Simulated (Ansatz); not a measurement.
Start from this file.

```
Ge
1.0
     4.11552    0.00000    0.00000
    -2.05776    3.56414    0.00000
     0.00000    0.00000    6.80079
Ge
4
Direct
  0.66667 0.33333 0.06274
  0.33333 0.66667 0.56274
  0.66667 0.33333 0.43726
  0.33333 0.66667 0.93726
```

Summarise the structure in words.

Answer. The element is germanium. It belongs to space group P6_3/mmc (No. 194) and has a primitive hexagonal lattice. The arrangement is known as hexagonal diamond (lonsdaleite type). The cell holds four atoms. Ge bonds to four Ge in a tetrahedral arrangement at 2.52 to 2.55 Å. The bonds build a three-dimensional framework.

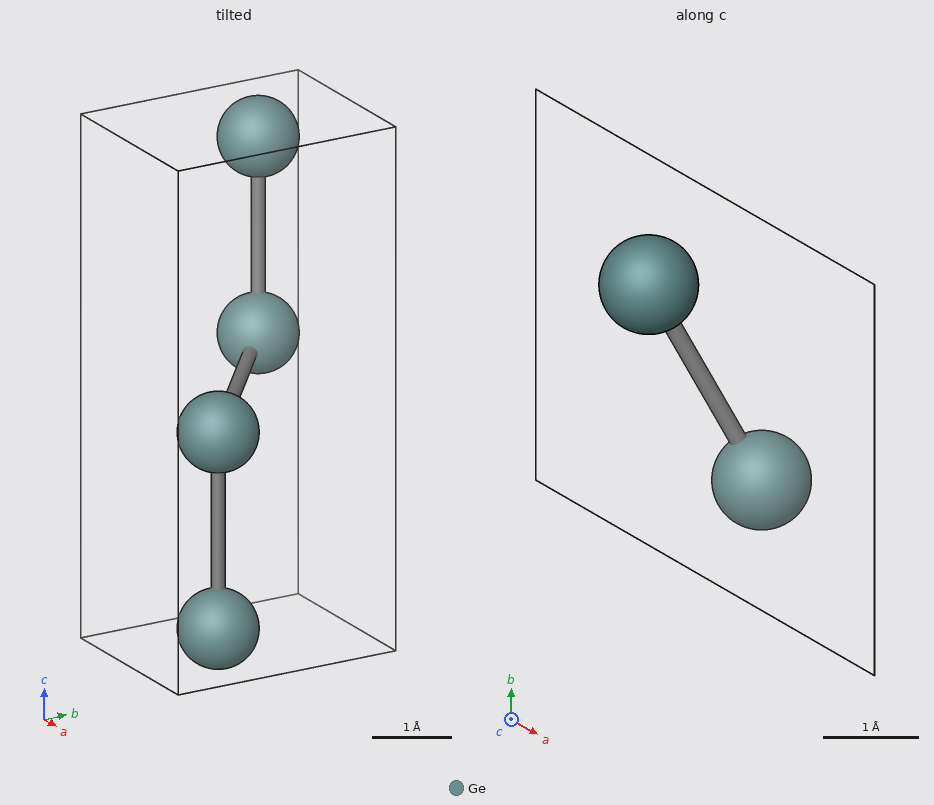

View slightly off an axis and along the c axis, drawn as a ball-and-stick model. The wireframe shows the conventional unit cell. Colours: germanium teal.

Provenance: a structure listed in the Materials Project. The cell was then strained or its atoms displaced on purpose. A calculation with Ansatz used it as input.

At this level of theory the cell isn't at rest (stretched, at -5 GPa), so its distances can differ from those at equilibrium, the more so the softer the solid.
